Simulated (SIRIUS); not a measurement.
**ZrS₂: 7 runs along one coordinate**

System: ZrS₂ (P-3m1, 3 atoms in the cell).
Method: Kohn-Sham DFT of a periodic cell, PBEsol, dojo-sr-pbesol-0.4.1-standard, no spin polarisation (SIRIUS 7.10.0).

The 7 runs differ only in the geometry, by an even scaling of the cell at fixed fractional positions. The structure derives from a Materials Project entry.

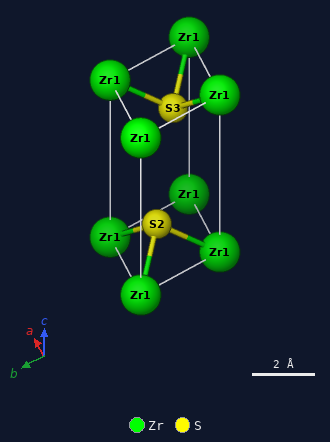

Figure 1. The structure of run 4 (ball-and-stick view of the cell of the calculation, seen at an oblique angle; atoms are numbered from 1 in the order of the input). An atom can appear more than once, as a periodic image.

### Input of run 4
```
{
  "control": {
    "processing_unit": "cpu",
    "verbosity": 2,
    "num_bands_to_print": 20,
    "print_forces": true,
    "print_stress": true
  },
  "parameters": {
    "electronic_structure_method": "pseudopotential",
    "xc_functionals": ["XC_GGA_X_PBE_SOL", "XC_GGA_C_PBE_SOL"],
    "gk_cutoff": 8.2,
    "pw_cutoff": 16.4,
    "ngridk": [8, 8, 5],
    "shiftk": [0, 0, 0],
    "smearing": "fermi_dirac",
    "smearing_width": 0.0018374661,
    "num_bands": 20,
    "num_mag_dims": 0,
    "num_dft_iter": 100,
    "energy_tol": 1e-08,
    "density_tol": 1e-06
  },
  "iterative_solver": {
    "type": "davidson",
    "min_tolerance": 1e-09,
    "tolerance_scale": [0.1, 0.25]
  },
  "mixer": {
    "type": "anderson",
    "beta": 0.7,
    "max_history": 8
  },
  "settings": {
    "tol_ne": 1e-10,
    "pseudo_grid_cutoff": 6.5
  },
  "unit_cell": {
    "lattice_vectors": [
      [6.975702040345, 0.0, 0.0],
      [-3.487851020172, 6.041135176144, 0.0],
      [0.0, 0.0, 11.415981046673]
    ],
    "atom_coordinate_units": "lattice",
    "atom_types": ["Zr", "S"],
    "atom_files": {
      "S": "S.json",
      "Zr": "Zr.json"
    },
    "atoms": {
      "Zr": [
        [0.0, 0.0, 0.0]
      ],
      "S": [
        [0.3333333333, 0.6666666667, 0.23790997],
        [0.6666666667, 0.3333333333, 0.76209003]
      ]
    }
  }
}
```

Command:
```bash
upf_to_json S.upf
upf_to_json Zr.upf
OMP_NUM_THREADS=1 sirius.scf --input=sirius.json --output=out.json --task=0
```

Run 2 differs from it as follows:
```diff
-      [6.975702040345, 0.0, 0.0],
-      [-3.487851020172, 6.041135176144, 0.0],
-      [0.0, 0.0, 11.415981046673]
+      [6.881424239502, 0.0, 0.0],
+      [-3.440712119846, 5.959488205697, 0.0],
+      [0.0, 0.0, 11.261692119036]
```

### Results, with one run withheld

| run | volume per atom (Å³) | free energy per atom, from the lowest run given (meV) | pressure (GPa) | gap on the mesh (eV) |
| --- | --- | --- | --- | --- |
| 1 | 22.337 | 7.63 | 3.42 | 0.94 |
| 2 | 22.813 | ? | ? | ? |
| 3 | 23.288 | 0.00 | −0.71 | 0.97 |
| 4 | 23.763 | 4.76 | −2.48 | 0.98 |
| 5 | 24.238 | 14.50 | −4.07 | 0.99 |
| 6 | 24.714 | 28.71 | −5.50 | 1.00 |
| 7 | 25.189 | 46.96 | −6.79 | 1.01 |

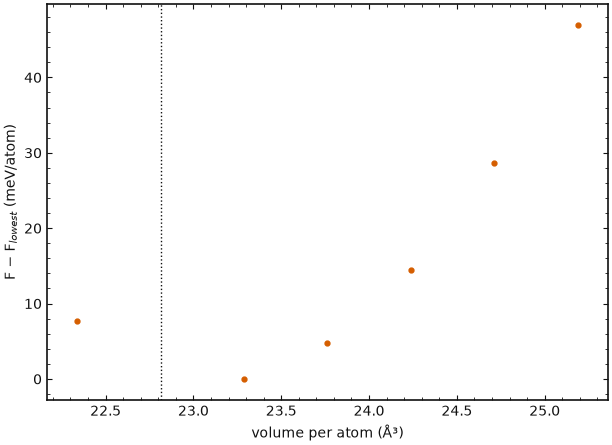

Figure 2. Free energy per atom of the runs given; the dotted line marks run 2.

Fit the runs given and predict run 2.

A cubic polynomial in V^(−2/3) (the Birch–Murnaghan form), fitted to the 6 runs given, misses them by at most 0.01 meV per atom. With x = V^(−2/3) − 0.12055 Å⁻², it reads F = 6.932 − 5417.3 x + 1.0002e+06 x² + 3.7228e+05 x³ (meV per atom). At run 2 it gives 0.75 meV per atom, and the run itself gives 0.76. The slope of the fit gives a pressure −dF/dV of 1.25 GPa there, and the run prints 1.25 GPa. The fit has its minimum at 23.110 Å³ per atom, where V d²F/dV² gives 93.9 GPa. Cell shape and fractional positions are held, so this is the stiffness under even scaling; the relaxed bulk modulus wasn't computed and can be far lower in a crystal of layers, chains or molecules like this one. The gap on the mesh goes, without turning, from 0.94 eV in run 1 to 1.01 eV in run 7; run 2 has 0.95 eV. These are gaps of this functional on this mesh, which can miss the band edges; they aren't the measured gap.

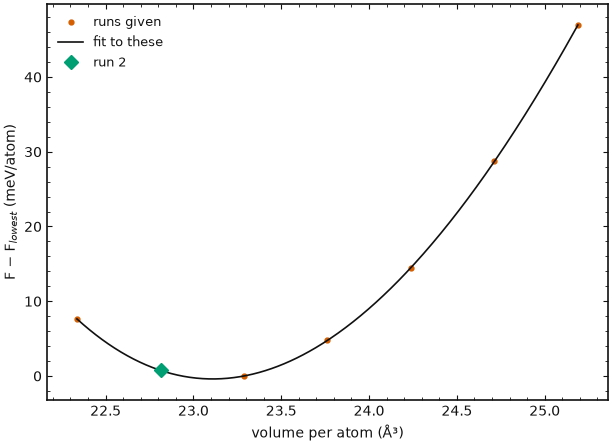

Figure 3. The fit and the withheld run.

### Some lines of the output (run 2)
```
[...]
[find] band gap (eV)                  :       0.95416672
[find] Efermi                         :       0.27174532
[find] Total energy                   :     -72.80372266 (Ha),    -145.60744531 (Ry)
[find] Free energy (E-TS)             :     -72.80372280 (Ha),    -145.60744560 (Ry)
[find] band gap (eV)                  :       0.95415679
[find] Efermi                         :       0.27174815
[find] Total energy                   :     -72.80372267 (Ha),    -145.60744533 (Ry)
[find] Free energy (E-TS)             :     -72.80372281 (Ha),    -145.60744562 (Ry)
[find] band gap (eV)                  :       0.95408227
[find] Efermi                         :       0.27174856
[find] Total energy                   :     -72.80372267 (Ha),    -145.60744534 (Ry)
[find] Free energy (E-TS)             :     -72.80372281 (Ha),    -145.60744563 (Ry)
[find] band gap (eV)                  :       0.95409503
[find] Efermi                         :       0.27174805
```
